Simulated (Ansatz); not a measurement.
The Ansatz input:

```
crystal:
  lattice:
    - [4.90991796, 0.0, 0.0]
    - [0.0, 4.90991796, 0.0]
    - [0.0, 0.0, 6.83627835]
  atoms:
    - { symbol: Si, position: [0.30028, 0.30028, 0.0] }
    - { symbol: Si, position: [0.19972, 0.80028, 0.25] }
    - { symbol: Si, position: [0.69972, 0.69972, 0.5] }
    - { symbol: Si, position: [0.80028, 0.19972, 0.75] }
    - { symbol: O, position: [0.2392, 0.1044, 0.1787] }
    - { symbol: O, position: [0.3956, 0.7392, 0.4287] }
    - { symbol: O, position: [0.7608, 0.8956, 0.6787] }
    - { symbol: O, position: [0.6044, 0.2608, 0.9287] }
    - { symbol: O, position: [0.7392, 0.3956, 0.5713] }
    - { symbol: O, position: [0.8956, 0.7608, 0.3213] }
    - { symbol: O, position: [0.2608, 0.6044, 0.0713] }
    - { symbol: O, position: [0.1044, 0.2392, 0.8213] }
  symmetry: { tolerance: 0.0003 }
kpoints:
  mp_grid: { grid: [5, 5, 4], shift: [0, 0, 0] }
  band_path:
    path:
      - [0.0, 0.0, 0.0]
      - [0.0, 0.5, 0.0]
      - [0.5, 0.5, 0.0]
      - [0.0, 0.0, 0.0]
      - [0.0, 0.0, 0.5]
      - [0.0, 0.5, 0.5]
      - [0.5, 0.5, 0.5]
      - [0.0, 0.0, 0.5]
      - [0.0, 0.5, 0.0]
      - [0.0, 0.5, 0.5]
      - [0.5, 0.5, 0.0]
    npoints: 7
magnetization:
  spin_polarized: false
scf:
  occupations: { method: fermi_dirac }
  lower_state_search: "off"
  max_iter: 200
hamiltonian:
  pseudopotentials: { kind: paw }
  xc: revpbe
basis:
  ecutwfc: 420
  fft_grid_basis: typed
output:
  forces: true
  stress: true
  eigenvalues: true
  bader: true
  populations: true
  elf: true
  write_potential: true
  volumetric_format: npy
  dos:
    e_range: [-12, 8]
    de: 0.05
    projected: { site_lists: { O: [O], Si: [Si] } }
  write_density: true
checkpoint:
  read: saved_state
```

Command:
```bash
ansatz run input.yaml --threads 2 --pin off --max-ram 2560MiB --backend cpu --events-out ev --progress --plain --runs-dir out
```

Predict the main features of the band structure and density of states. The path is Γ–X–M–Γ–Z–R–A–Z–X–R–M.

The bands leave a gap. The gap along this path is 6.24 eV and direct: both edges lie at Γ. The top valence level at Γ is a single band, not degenerate (spin aside). The direct gaps are 8.88 eV at R, 6.24 eV at Γ and 7.91 eV at Z. By projected weight, the top eV of the valence band is O 2p almost alone.

The atoms aren't at rest in this cell (largest force 1.0 eV/Å), so the relaxed material can differ. The cell is at 18 GPa in this functional.

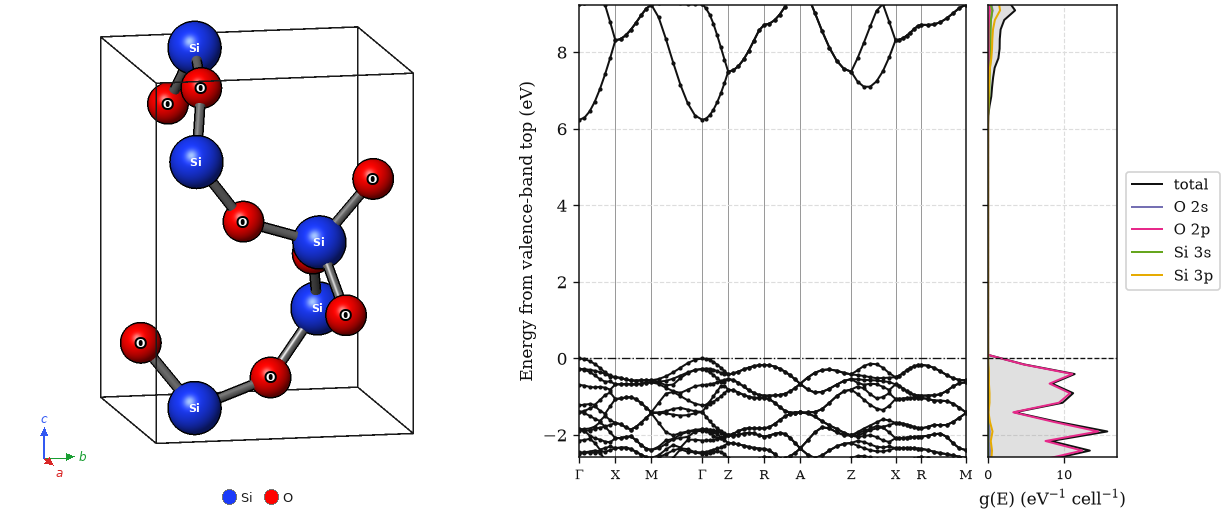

Band structure and density of states, beside the structure. Energies are counted from the top of the valence band. The path runs straight from each named point to the next. The partial curves are projected on Löwdin-orthogonalised atomic shells.
